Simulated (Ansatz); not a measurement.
H$_{2}$ClF: several calculations on one system

Part 1: Relaxation

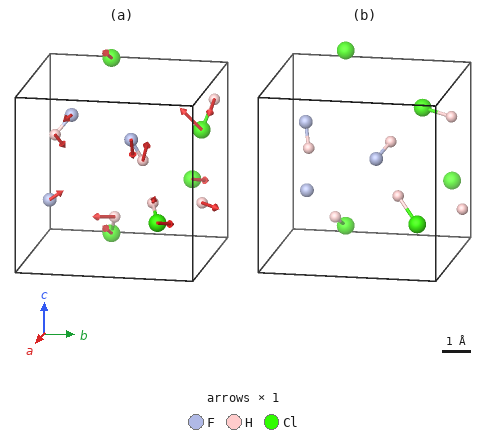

The structure of an amorphous cell of composition H₂ClF before (left) and after (right) a relaxation, at one scale. The red arrows give the displacements, at their true length.

Style: ball-and-stick. Shown: the cell of the calculation, slightly off an axis.

The cell holds 3 HF + 3 HCl. The run prepares the start of a later molecular dynamics calculation, from a guessed geometry.

The calculation used Ansatz, DFT PBE-D3(BJ), scalar-relativistic, plane waves, PAW. (plane-wave cutoff 420 eV; k-point mesh 1 × 1 × 1; occupations fermi dirac; smearing width 0.02 eV; no spin polarisation; atoms relaxed in a fixed cell; force threshold 0.3 eV/Å; at most 15 steps)

**What changed between the two?**

The energy falls by 157 meV per atom in 12 accepted moves (13 points after the start). The largest force component goes from 0.49 to 0.12 eV/Å. 1 step only repeated the SCF at the same geometry. The atom that moves furthest is a Cl atom (1.20 Å along [1 −2 2]). Largest moves by element: Cl 1.20 Å, H 1.13 Å, F 1.01 Å. The lattice vectors keep their values. Near-neighbour distances that change, for instance: Cl–H 1.280 → 1.336 Å, F–H 0.934 → 0.984 Å, F–H 0.934 → 0.964 Å, Cl–H 1.280 → 1.294 Å. Cost: 13 s on 1 thread of AMD EPYC 7R13 Processor (Zen 3) (shared host), peak memory 0.42 GiB.

Limits of the set-up: the program's low-accuracy preset was used; the periodic images lie only 6.5 Å apart, so the values are limited by the cell's size.

Part 2: Dynamics

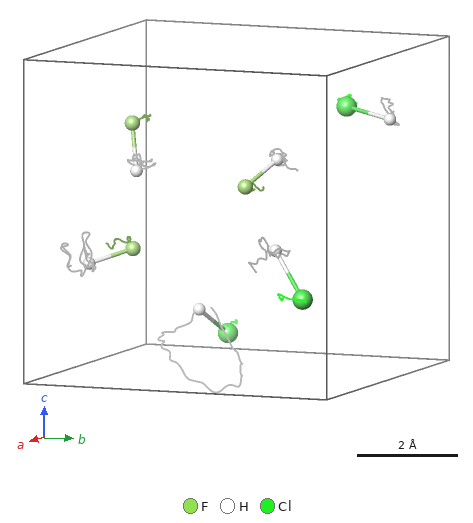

A Born-Oppenheimer molecular dynamics run of a periodic cell with 3 HF + 3 HCl at 1.003 g/cm³, 150 fs long. Lines trace each atom's path, in the colour of its element; spheres stand at the starting positions. Seen slightly off an axis in the simulation cell.

Level of theory: DFT PBE-D3(BJ), scalar-relativistic, plane waves, PAW (Ansatz). Run with plane-wave cutoff 420 eV; k-point mesh 1 × 1 × 1; Fermi-Dirac smearing 0.02 eV; low-accuracy preset; Langevin thermostat (NVT); set temperature 500 K; time step 0.5 fs; friction 0.02 per fs.

Input
```yaml
accuracy: low
crystal:
  lattice:
    - [6.546024, 0.0, 0.0]
    - [0.0, 6.546024, 0.0]
    - [0.0, 0.0, 6.546024]
  atoms:
    - { symbol: F, position: [0.5602314, 0.18066651, 0.75989499] }
    - { symbol: H, position: [0.57488778, 0.20022792, 0.61471087] }
    - { symbol: F, position: [0.58197845, 0.19154607, 0.37570573] }
    - { symbol: H, position: [0.68386065, 0.08806384, 0.33700498] }
    - { symbol: F, position: [0.67467711, 0.60022857, 0.59747372] }
    - { symbol: H, position: [0.56071389, 0.65989897, 0.67089133] }
    - { symbol: Cl, position: [0.32841824, 0.79411638, 0.8130542] }
    - { symbol: H, position: [0.42137141, 0.97469135, 0.79343561] }
    - { symbol: Cl, position: [0.12592169, 0.32033413, 0.06551697] }
    - { symbol: H, position: [0.29852534, 0.29545208, 0.15862812] }
    - { symbol: Cl, position: [0.87705251, 0.87117568, 0.28804233] }
    - { symbol: H, position: [0.79018412, 0.7467507, 0.42213016] }
basis:
  ecutwfc: 420.0
kpoints:
  mp_grid: { grid: [1, 1, 1] }
hamiltonian:
  xc: pbe
  dispersion: d3bj
scf:
  occupations: { method: fermi_dirac, width: 0.02 }
  lower_state_search: "off"
md:
  timestep: 0.5
  n_steps: 300
  ensemble: nvt_langevin
  temperature: 500.0
  initial_velocities: maxwell_boltzmann
  seed: 201623
  friction: 0.02
```

Run as
```bash
ansatz run input.yaml --threads 1 --pin off --max-ram 3072MiB --backend cpu --events-out ev --progress --plain --runs-dir out
```

Describe the motion.

Root-mean-square distances from the starting positions over the second half, with the common drift of all atoms taken out: H 0.69 Å, F 0.42 Å, Cl 0.39 Å. The heavy atoms stay within a fraction of a molecule's size of their starting places, while the hydrogen atoms travel further, as molecules turn; so short a run doesn't tell a liquid from a solid.

Limits of the set-up: the program's low-accuracy preset was used; the periodic images lie only 6.5 Å apart, so the values are limited by the cell's size.

The run took 3.2 min on 1 thread of AMD EPYC 7R13 Processor (Zen 3) (shared host), peak memory 0.4 GiB.

Part 3: Dynamics

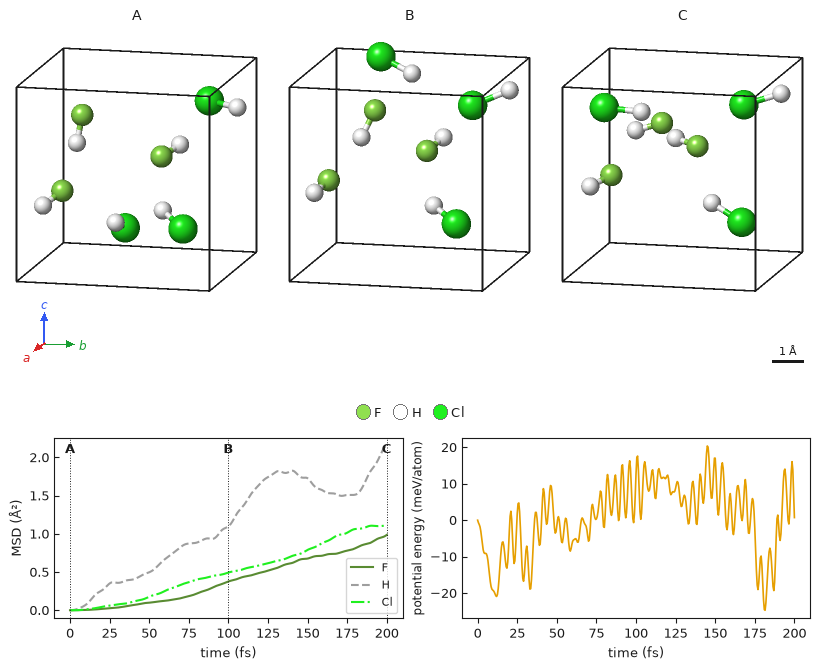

First-principles dynamics of a periodic cell with 3 HF + 3 HCl at 1.003 g/cm³, 200 fs long. It starts from the last geometry of an earlier run, with fresh velocities. Frames (A at 0 fs, B at 100 fs, C at 200 fs) and the history of the run. A ball-and-stick model of the simulation cell, seen slightly off an axis. Atoms that leave the cell re-enter on the other side.

Computed with DFT PBE-D3(BJ), scalar-relativistic, plane waves, PAW in Ansatz. Settings: plane-wave cutoff 420 eV; k-point mesh 1 × 1 × 1; Fermi-Dirac smearing 0.02 eV; low-accuracy preset; constant energy (NVE); velocities drawn for 500 K; time step 0.5 fs.

What do the frames and curves show?

In the second half of the run the atoms are, in the root-mean-square, this far from where they began (common drift taken out): H 1.28 Å, Cl 0.90 Å, F 0.81 Å. The molecules turn and drift from their places. Over the second half the temperature averages 464 K (spread ±79 K). The potential energy in the second half lies on average 4.3 meV per atom above the first frame.

Limits of the set-up: the program's low-accuracy preset was used; the periodic images lie only 6.5 Å apart, so the values are limited by the cell's size.
